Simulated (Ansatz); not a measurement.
Single-point calculation, with input and output: CuO (part 2 of 2)

CuO (4 atoms in the cell); DFT LDA+U, non-collinear, scalar-relativistic, plane waves, PAW, Ueff = 5 eV on Cu atom 1 d; Ueff = 5 eV on Cu atom 2 d (Ansatz 0.2.0); cutoff 420 eV, 7×7×4 k-mesh, Gaussian smearing of 0.05 eV, non-collinear spins. The structure derives from an entry of the Crystallography Open Database. The run did not end well. It belongs to a series of runs on one base structure; here: canted directions free.

Geometry of the input (Å; fractional positions):
```
2.3446  -1.7134  0.0000
2.3446  1.7134  0.0000
-0.8605  0.0000  5.0594
Cu 0.0032  0.4968  0.0000
Cu 0.4968  0.0032  0.5000
O  0.5714  0.4056  0.2537
O  0.4056  0.5714  0.7537
```

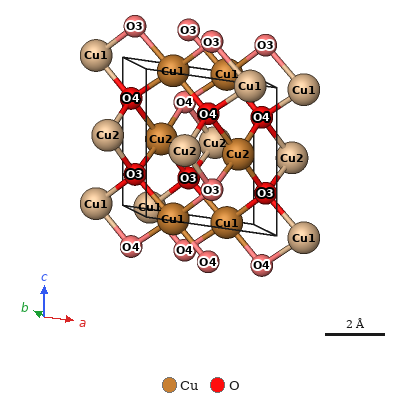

*The structure as given in the input (ball-and-stick view of the cell 2 times as large as that of the calculation, set on its symmetry axes, seen slightly off an axis; neighbours outside the cell are drawn fainter; atoms are numbered from 1 in the order of the input).*

### The program's output, continued
```
SCF iter   1: F=—  HF=-14216.003351 eV  |F-HF|=—  |Δ(HF+E_count)|=         —  Δρ=9.21e-2  dr2=1.25e0  dr2_m=4.36e-1  ethr=2.52e-3  |M|=9.21e-1 ∫|m|=1.82e0 μB  |m|>n=0.0e0 m-floor=0.0e0 τ_xc=2.1e-18  β_m=0.30  ⟨swp⟩=1.5  Hψ=49390  notcnv=0
preconditioner: auto → Resta (q_TF=auto, 2.824 Å⁻¹)  ε∞=8.3  [insulator: Δε(μ)=1.216 eV  Ē_g=12.606 eV  σ=0.050 eV  W_gap=1.00  n_scr=20 (ndim 8)  ℏωp=34.0 eV  f_vac=0.000  D(μ)=0.00/eV (n_scr^D=0)  ε∞_Penn≈8.3]
spin=Noncollinear: Resta preconditioning applied to the charge; magnetization (m_x, m_y, m_z) channels mix plain (no charge-response kernel on spin).
SCF iter   2: F=—  HF=-14216.152095 eV  |F-HF|=—  |Δ(HF+E_count)|=   1.49e-1  Δρ=5.63e-2  dr2=3.88e-1  dr2_m=2.32e-1  ethr=2.51e-3  |M|=9.08e-1 ∫|m|=1.78e0 μB  |m|>n=0.0e0 m-floor=0.0e0 τ_xc=1.4e-18  β_m=0.30  ⟨swp⟩=2.8  Hψ=19375  notcnv=0
SCF iter   3: F=—  HF=-14216.254174 eV  |F-HF|=—  |Δ(HF+E_count)|=   1.02e-1  Δρ=2.80e-2  dr2=1.06e-1  dr2_m=1.21e-1  ethr=7.75e-4  |M|=9.09e-1 ∫|m|=1.78e0 μB  |m|>n=0.0e0 m-floor=0.0e0 τ_xc=1.0e-18  β_m=0.30  ⟨swp⟩=2.0  Hψ=14750  notcnv=0  defer=758
SCF iter   4: F=—  HF=-14216.274899 eV  |F-HF|=—  |Δ(HF+E_count)|=   2.07e-2  Δρ=2.06e-2  dr2=6.35e-3  dr2_m=6.59e-2  ethr=2.12e-4  |M|=9.07e-1 ∫|m|=1.78e0 μB  |m|>n=0.0e0 m-floor=0.0e0 τ_xc=8.6e-19  β_m=0.30  ⟨swp⟩=2.2  Hψ=18430  notcnv=0  defer=758
SCF iter   5: F=—  HF=-14216.293377 eV  |F-HF|=—  |Δ(HF+E_count)|=   1.85e-2  Δρ=1.49e-2  dr2=5.02e-4  dr2_m=3.52e-2  ethr=1.27e-5  |M|=9.09e-1 ∫|m|=1.78e0 μB  |m|>n=0.0e0 m-floor=0.0e0 τ_xc=8.6e-19  β_m=0.30  ⟨swp⟩=2.0  Hψ=23184  notcnv=0  defer=758
SCF iter   6: F=—  HF=-14216.306759 eV  |F-HF|=—  |Δ(HF+E_count)|=   1.34e-2  Δρ=1.08e-2  dr2=1.35e-3  dr2_m=1.87e-2  ethr=1.00e-6  |M|=9.10e-1 ∫|m|=1.78e0 μB  |m|>n=0.0e0 m-floor=0.0e0 τ_xc=8.3e-19  β_m=0.30  ⟨swp⟩=2.0  Hψ=22300  notcnv=0  defer=758
SCF iter   7: F=—  HF=-14216.311803 eV  |F-HF|=—  |Δ(HF+E_count)|=   5.04e-3  Δρ=7.56e-3  dr2=1.59e-4  dr2_m=9.24e-3  ethr=1.00e-6  |M|=9.13e-1 ∫|m|=1.79e0 μB  |m|>n=0.0e0 m-floor=0.0e0 τ_xc=9.0e-19  β_m=1.00  ⟨swp⟩=2.0  Hψ=19421  notcnv=0  defer=758
SCF iter   8: F=—  HF=-14216.314680 eV  |F-HF|=—  |Δ(HF+E_count)|=   2.88e-3  Δρ=5.02e-3  dr2=8.38e-5  dr2_m=3.19e-3  ethr=3.18e-7  |M|=9.18e-1 ∫|m|=1.79e0 μB  |m|>n=0.0e0 m-floor=0.0e0 τ_xc=1.0e-18  β_m=0.30  ⟨swp⟩=2.0  Hψ=20802  notcnv=0  defer=758
SCF iter   9: F=—  HF=-14216.316109 eV  |F-HF|=—  |Δ(HF+E_count)|=   1.43e-3  Δρ=3.52e-3  dr2=5.43e-6  dr2_m=1.58e-3  ethr=1.68e-7  |M|=9.19e-1 ∫|m|=1.79e0 μB  |m|>n=0.0e0 m-floor=0.0e0 τ_xc=1.0e-18  β_m=0.30  ⟨swp⟩=2.0  Hψ=19721  notcnv=0  defer=758
Mixer restart at iter 9: flushing history
spin-set hold released at iteration 9 (site moments contracting): the magnetisation degrees of freedom join the quasi-Newton model from the next iteration; the mixer history was flushed
SCF iter  10: F=—  HF=-14216.605225 eV  |F-HF|=—  |Δ(HF+E_count)|=         —  Δρ=1.07e-2  dr2=3.56e-2  dr2_m=1.41e-2  ethr=1.09e-8  |M|=8.87e-1 ∫|m|=1.73e0 μB  |m|>n=0.0e0 m-floor=0.0e0 τ_xc=1.0e-18  β_m=0.30  ⟨swp⟩=3.2  Hψ=26233  notcnv=0  defer=758
SCF iter  11: F=—  HF=-14216.789663 eV  |F-HF|=—  |Δ(HF+E_count)|=   1.84e-1  Δρ=1.22e-2  dr2=4.23e-2  dr2_m=2.36e-2  ethr=1.09e-8  |M|=8.59e-1 ∫|m|=1.69e0 μB  |m|>n=0.0e0 m-floor=0.0e0 τ_xc=1.0e-18  β_m=0.48  ⟨swp⟩=4.6  Hψ=40905  notcnv=0  defer=758
SCF iter  12: F=—  HF=-14217.069227 eV  |F-HF|=—  |Δ(HF+E_count)|=   2.80e-1  Δρ=1.05e-2  dr2=1.68e-2  dr2_m=2.02e-2  ethr=1.09e-8  |M|=7.39e-1 ∫|m|=1.55e0 μB  |m|>n=0.0e0 m-floor=0.0e0 τ_xc=1.0e-18  β_m=0.81  ⟨swp⟩=5.0  Hψ=41475  notcnv=0  defer=758
SCF iter  13: F=—  HF=-14217.093130 eV  |F-HF|=—  |Δ(HF+E_count)|=   2.39e-2  Δρ=5.78e-3  dr2=5.17e-3  dr2_m=4.18e-3  ethr=1.09e-8  |M|=6.09e-1 ∫|m|=1.44e0 μB  |m|>n=0.0e0 m-floor=0.0e0 τ_xc=9.6e-19  β_m=0.91  ⟨swp⟩=4.8  Hψ=42424  notcnv=0  defer=766
SCF iter  14: F=—  HF=-14217.096239 eV  |F-HF|=—  |Δ(HF+E_count)|=   3.11e-3  Δρ=4.42e-3  dr2=4.37e-3  dr2_m=3.24e-3  ethr=1.09e-8  |M|=5.49e-1 ∫|m|=1.43e0 μB  |m|>n=0.0e0 m-floor=0.0e0 τ_xc=9.5e-19  β_m=0.32  ⟨swp⟩=4.3  Hψ=34515  notcnv=0  defer=766
SCF iter  15: F=—  HF=-14217.100771 eV  |F-HF|=—  |Δ(HF+E_count)|=   4.53e-3  Δρ=5.18e-3  dr2=4.15e-5  dr2_m=3.34e-3  ethr=1.09e-8  |M|=4.21e-1 ∫|m|=1.40e0 μB  |m|>n=0.0e0 m-floor=0.0e0 τ_xc=9.4e-19  β_m=0.38  ⟨swp⟩=3.6  Hψ=31158  notcnv=0  defer=766
SCF iter  16: F=—  HF=-14217.104491 eV  |F-HF|=—  |Δ(HF+E_count)|=   3.72e-3  Δρ=6.06e-3  dr2=1.69e-4  dr2_m=4.67e-3  ethr=1.09e-8  |M|=2.48e-1 ∫|m|=1.38e0 μB  |m|>n=0.0e0 m-floor=0.0e0 τ_xc=1.1e-18  β_m=0.77  ⟨swp⟩=3.1  Hψ=27999  notcnv=0  defer=766
SCF iter  17: F=—  HF=-14217.106600 eV  |F-HF|=—  |Δ(HF+E_count)|=   2.11e-3  Δρ=5.50e-3  dr2=9.39e-4  dr2_m=4.16e-3  ethr=1.09e-8  |M|=9.88e-2 ∫|m|=1.35e0 μB  |m|>n=0.0e0 m-floor=0.0e0 τ_xc=1.1e-18  β_m=0.88  ⟨swp⟩=3.2  Hψ=28420  notcnv=0  defer=766
SCF iter  18: F=—  HF=-14217.106667 eV  |F-HF|=—  |Δ(HF+E_count)|=   6.72e-5  Δρ=4.37e-3  dr2=1.24e-3  dr2_m=2.60e-3  ethr=1.09e-8  |M|=1.56e-1 ∫|m|=1.33e0 μB  |m|>n=0.0e0 m-floor=0.0e0 τ_xc=1.1e-18  β_m=0.58  ⟨swp⟩=3.4  Hψ=28857  notcnv=0  defer=766
SCF iter  19: F=—  HF=-14217.107935 eV  |F-HF|=—  |Δ(HF+E_count)|=   1.27e-3  Δρ=1.71e-3  dr2=9.20e-4  dr2_m=2.80e-4  ethr=1.09e-8  |M|=1.26e-1 ∫|m|=1.32e0 μB  |m|>n=0.0e0 m-floor=0.0e0 τ_xc=1.1e-18  β_m=0.31  ⟨swp⟩=3.0  Hψ=27740  notcnv=0  defer=766
SCF iter  20: F=—  HF=-14217.108645 eV  |F-HF|=—  |Δ(HF+E_count)|=   7.10e-4  Δρ=9.80e-4  dr2=4.79e-5  dr2_m=1.52e-4  ethr=1.09e-8  |M|=4.49e-2 ∫|m|=1.33e0 μB  |m|>n=0.0e0 m-floor=0.0e0 τ_xc=1.2e-18  β_m=0.53  ⟨swp⟩=3.0  Hψ=26730  notcnv=0  defer=766
SCF iter  21: F=—  HF=-14217.108756 eV  |F-HF|=—  |Δ(HF+E_count)|=   1.11e-4  Δρ=2.23e-4  dr2=5.97e-6  dr2_m=8.25e-6  ethr=1.09e-8  |M|=1.36e-2 ∫|m|=1.33e0 μB  |m|>n=0.0e0 m-floor=0.0e0 τ_xc=1.1e-18  β_m=0.77  ⟨swp⟩=3.1  Hψ=26977  notcnv=0  defer=766
SCF iter  22: F=—  HF=-14217.108768 eV  |F-HF|=—  |Δ(HF+E_count)|=   1.23e-5  Δρ=9.26e-5  dr2=3.49e-7  dr2_m=1.53e-6  ethr=1.09e-8  |M|=4.52e-3 ∫|m|=1.33e0 μB  |m|>n=0.0e0 m-floor=0.0e0 τ_xc=1.1e-18  β_m=0.68  ⟨swp⟩=2.0  Hψ=20824  notcnv=0  defer=766
SCF iter  23: F=—  HF=-14217.108772 eV  |F-HF|=—  |Δ(HF+E_count)|=   3.51e-6  Δρ=9.04e-5  dr2=2.29e-6  dr2_m=2.00e-7  ethr=6.97e-10  |M|=1.15e-3 ∫|m|=1.33e0 μB  |m|>n=0.0e0 m-floor=0.0e0 τ_xc=1.1e-18  β_m=0.64  ⟨swp⟩=2.0  Hψ=20842  notcnv=0  defer=766
SCF iter  24: F=—  HF=-14217.108772 eV  |F-HF|=—  |Δ(HF+E_count)|=   2.98e-8  Δρ=2.84e-5  dr2=1.25e-7  dr2_m=1.07e-7  ethr=6.97e-10  |M|=8.12e-4 ∫|m|=1.33e0 μB  |m|>n=0.0e0 m-floor=0.0e0 τ_xc=1.2e-18  β_m=0.82  ⟨swp⟩=2.0  Hψ=20788  notcnv=0  defer=766
SCF iter  25: F=—  HF=-14217.108772 eV  |F-HF|=—  |Δ(HF+E_count)|=   3.31e-7  Δρ=5.77e-5  dr2=8.99e-7  dr2_m=8.41e-8  ethr=2.00e-10  |M|=8.41e-4 ∫|m|=1.33e0 μB  |m|>n=0.0e0 m-floor=0.0e0 τ_xc=1.2e-18  β_m=0.67  ⟨swp⟩=12.9  Hψ=86687  notcnv=0  recentre
iter 26 did not close the SCF: its close was put off for a magnetic moment that had not settled (scf_convergence_deferred on its scf_iter line)
SCF iter  26: F=-14217.108772 eV  HF=-14217.108772 eV  |F-HF|=9.23e-8  |Δ(HF+E_count)|=   1.17e-7  Δρ=1.77e-5  dr2=8.57e-8  dr2_m=1.43e-8  ethr=2.00e-10  |M|=3.87e-4 ∫|m|=1.33e0 μB  |m|>n=0.0e0 m-floor=0.0e0 τ_xc=1.2e-18  β_m=0.70  ⟨swp⟩=6.0  Hψ=74271  notcnv=0
SCF iter  27: F=-14217.108772 eV  HF=-14217.108772 eV  |F-HF|=1.42e-9  |Δ(HF+E_count)|=   4.10e-8  Δρ=2.74e-6  dr2=1.74e-9  dr2_m=7.28e-10  ethr=1.71e-10  |M|=4.43e-5 ∫|m|=1.33e0 μB  |m|>n=0.0e0 m-floor=0.0e0 τ_xc=1.2e-18  ⟨swp⟩=5.1  Hψ=67924  notcnv=0
SCF 1 converged in 27 iterations: F = -14217.108772 eV  dr2 = 1.74e-9
  greatest PAW one-centre occupation: 1.000 electrons in one spin orbital (limit 2), on the Cu atom at site 1 (counted from 0), in its partial waves of l = 0
SCF converged after 27 iterations
Magnetization: |M| = 0.0000 μB,  M = (+0.0000, +0.0000, +0.0000) μB
Absolute magnetization: 1.3196 μB (∫|m|, with the PAW one-centre terms)
  site 0: m = (-0.2449, +0.0000, +0.4242) μB, |m| = 0.4898 μB  (R = 0.79 Å)
  site 1: m = (+0.2449, +0.0000, -0.4242) μB, |m| = 0.4898 μB  (R = 0.79 Å)
  site 2: m = (+0.0022, +0.0000, -0.0038) μB, |m| = 0.0044 μB  (R = 0.79 Å)
  site 3: m = (-0.0022, +0.0000, +0.0038) μB, |m| = 0.0044 μB  (R = 0.79 Å)
Free energy (F): -14217.108772 eV
Harris-Foulkes:  -14217.108772 eV  (|F-HF|=1.42e-9)
Internal energy: -14217.108751 eV  (E = F + TS)
E sigma→0 (E₀):  -14217.108762 eV
Entropy (-TS):   -0.000021 eV (-0.005 meV/atom)
Fermi energy:    11.302771 eV
--- Per-component energies (eV) ---
  E_band       = -912.506421
  E_kinetic    = 941.324866
  E_local      = -9679.637533  (includes V_loc(G=0)·N_el)
  E_nonlocal   = 891.497190
  E_hartree    = 4182.241814
  E_xc         = -319.799763
  E_vxc        = -413.123463  (∫ρ·V_xc dr)
  E_hubbard    = 1.662894  (on-site DFT+U / exact-exchange correction)
  E_vhub       = -43.785520  (the Hubbard potential's part of the band-sum identity)
  E_paw        = -3478.660369  (= ΣΔE_a)
  E_vpaw       = -973.268861  (= ΣTr[D̂ρ^β])
  E_aug_tail   = 0.005465  (compensation charges beyond the density's cutoff)
  E_ewald      = -6756.836478
  E_core_change = 1.093163  (= ΣΔE_core)
  E_smearing   = -0.000021  (= −TS)
  E_closure    = -0.000000  (closes the sum)
  Σ components = -14217.108772   (vs F -14217.108772, Δ=0.00e0)
--- Hubbard shell moments (per corrected site; Tr N, ν in electrons; μ in μ_B) ---
  shell 0: Tr N=9.4223  μ_S=(-0.2305, +0.0000, +0.3992)  μ_L=(-0.0000, -0.0000, +0.0000)  μ=(-0.2305, +0.0000, +0.3992)  ν=0.0000 along (-0.500, +0.000, +0.866)
  shell 1: Tr N=9.4223  μ_S=(+0.2305, +0.0000, -0.3992)  μ_L=(-0.0000, +0.0000, -0.0000)  μ=(+0.2305, +0.0000, -0.3992)  ν=0.0000 along (+0.500, +0.000, -0.866)
--- Specified on-site occupations, and those of the state reported ---
  electrons in the specified blocks: 17.5000 specified, 18.8445 found
  site 0 (l=d): largest change of an orbital's occupation 0.5425; electrons 8.7500 specified, 9.4223 found; spectral distance 0.4911
  site 1 (l=d): largest change of an orbital's occupation 0.5425; electrons 8.7500 specified, 9.4223 found; spectral distance 0.4911
--- Forces (eV/Å), atoms counted from 1 ---
  atom   1  Cu    -0.62341922     0.28782923     0.27903126
  atom   2  Cu    -0.62341971    -0.28782765     0.27903821
  atom   3  O      0.62341827     0.28148068    -0.27902500
  atom   4  O      0.62342105    -0.28148272    -0.27904382
  max |Σ_I F_I| component: 6.63e-7 eV/Å
--- Stress (GPa, compression-positive) ---
       -8.226189       0.000000      -0.310723
        0.000000      -5.101006      -0.000010
       -0.310720      -0.000009      -8.422750
  P = ⅓ Tr σ = -7.2500 GPa (-72.500 kbar)
--- Band table (eV; the first three rows and the last of 196) ---
  k-point 0: bands = ["-100.3140", "-100.3140", "-99.6805", "-99.6805", "-58.4119", "-58.4119", "-58.3997", "-58.3997", "-57.6309", "-57.6309", "-57.6173", "-57.6173", "-57.5401", "-57.5400", "-57.2747", "-57.2747", "-7.8829", "-7.8829", "-6.4289", "-6.4289", "2.8961", "2.8961", "4.4662", "4.4663", "5.6313", "5.6314", "6.0731", "6.0732", "6.4598", "6.4598", "6.4987", "6.4987", "6.6477", "6.6477", "7.1469", "7.1469", "7.1789", "7.1789", "7.5688", "7.5689", "8.2307", "8.2307", "8.7468", "8.7468", "8.8821", "8.8821", "9.2057", "9.2057", "11.2213", "11.2213", "12.6417", "12.6418", "13.1765", "13.1765", "17.6684", "17.6684", "19.7353", "19.7354", "24.8482", "24.8482"]
  k-point 1: bands = ["-100.3138", "-100.3138", "-99.6803", "-99.6803", "-58.4119", "-58.4119", "-58.3997", "-58.3997", "-57.6309", "-57.6309", "-57.6173", "-57.6173", "-57.5401", "-57.5401", "-57.2747", "-57.2747", "-7.7039", "-7.7039", "-6.6857", "-6.6857", "3.4283", "3.4283", "4.5309", "4.5309", "5.6408", "5.6409", "5.8862", "5.8862", "6.3175", "6.3175", "6.5504", "6.5504", "6.6890", "6.6890", "7.0352", "7.0353", "7.1452", "7.1452", "7.2209", "7.2209", "8.1053", "8.1053", "8.4704", "8.4704", "9.1053", "9.1053", "9.2998", "9.2998", "11.0936", "11.0937", "12.5004", "12.5004", "14.0269", "14.0270", "16.8463", "16.8463", "20.9552", "20.9552", "24.8800", "24.8800"]
  k-point 2: bands = ["-100.3136", "-100.3135", "-99.6801", "-99.6801", "-58.4119", "-58.4119", "-58.3997", "-58.3997", "-57.6309", "-57.6309", "-57.6173", "-57.6173", "-57.5401", "-57.5401", "-57.2747", "-57.2747", "-7.2372", "-7.2372", "-7.2270", "-7.2270", "4.4886", "4.4886", "4.6179", "4.6179", "4.8854", "4.8854", "5.9116", "5.9116", "6.1601", "6.1601", "6.6423", "6.6423", "6.7062", "6.7062", "6.8421", "6.8421", "7.0314", "7.0314", "7.1221", "7.1221", "7.8927", "7.8927", "8.0466", "8.0466", "9.5050", "9.5050", "9.5521", "9.5521", "10.9151", "10.9152", "12.3319", "12.3319", "15.4567", "15.4567", "15.5404", "15.5404", "23.2389", "23.2389", "23.2486", "23.2486"]
  k-point 195: bands = ["-100.3133", "-100.3132", "-99.6799", "-99.6798", "-58.4141", "-58.4141", "-58.3999", "-58.3999", "-57.6336", "-57.6336", "-57.6171", "-57.6171", "-57.5418", "-57.5417", "-57.2764", "-57.2764", "-7.4557", "-7.4556", "-6.6659", "-6.6659", "3.7091", "3.7091", "4.6672", "4.6673", "5.6408", "5.6408", "5.8146", "5.8146", "6.1190", "6.1191", "6.3716", "6.3716", "6.6124", "6.6124", "6.7968", "6.7969", "7.0531", "7.0532", "7.1294", "7.1295", "8.1271", "8.1271", "8.4885", "8.4885", "9.0814", "9.0815", "9.4302", "9.4302", "10.5478", "10.5478", "12.0727", "12.0727", "15.1984", "15.1985", "17.3354", "17.3355", "21.1762", "21.1762", "23.2074", "23.2074"]
Occupation matrices written to [file]
--- Löwdin populations: 4 sites ---
  site symbol       q [e]
     0     Cu     17.9983
     1     Cu     17.9983
     2      O      6.8885
     3      O      6.8885
  spilling = 0.004527 (of n_electrons = 50.000000)
--- Occupation matrices: 2 shells (run DFT+U table (all-electron-ortho-atomic); ε = 3.37e-3) ---
  Cu0 d_3D: site group C1 (1)
  Cu0 d_3D spinor Tr n = 9.4223  λ = 0.506 0.974 0.979 0.980 0.995 0.996 0.997 0.998 0.998 0.999  [xz 0.61 A(1.00) | xz 0.54 A(1.00) | 2× xy 0.72 A(1.00) | 6× z2 0.30 A(1.00)]
  specified occupation → Cu0 d_3D spinor: matrix, ‖Δ‖_F = 0.5491, Tr Δ = -0.6723, displaced = 0.3875, d_λ = 0.4911; orbital distance = 0.3682
  Cu1 d_3D: site group C1 (1)
  Cu1 d_3D spinor Tr n = 9.4223  λ = 0.506 0.974 0.979 0.980 0.995 0.996 0.997 0.998 0.998 0.999  [xz 0.61 A(1.00) | xz 0.54 A(1.00) | 2× xy 0.72 A(1.00) | 6× z2 0.30 A(1.00)]
  specified occupation → Cu1 d_3D spinor: matrix, ‖Δ‖_F = 0.5491, Tr Δ = -0.6723, displaced = 0.3875, d_λ = 0.4911; orbital distance = 0.3682
  Tr n, λ and their labels are of the run-group-symmetrised matrices; stabiliser: 4 of 4 elements of G0×{1,Θ} up to a turn of all spins (closed), max defect 2.8e-6 at τ = 7.2e-4
```

### What the run reported

| quantity | value |
| --- | --- |
| outcome | stopped at the time limit |
| space group (tolerance 0.01 Å) | Cc (9) |
| electrons treated | 50 |
| free energy | −14217.1088 eV |
| Fermi energy | 11.303 eV |
| net moment of the cell | 0.00 μB |
| integrated absolute moment | 1.32 μB |
| pressure | −7.25 GPa |
| largest force (length of the vector) | 0.741 eV/Å |
| wall time | 3.5 min (CPU time 7 min) |
| peak memory | 0.96 GiB |

### What went wrong

The run was cut off by its time limit, so the output is incomplete.
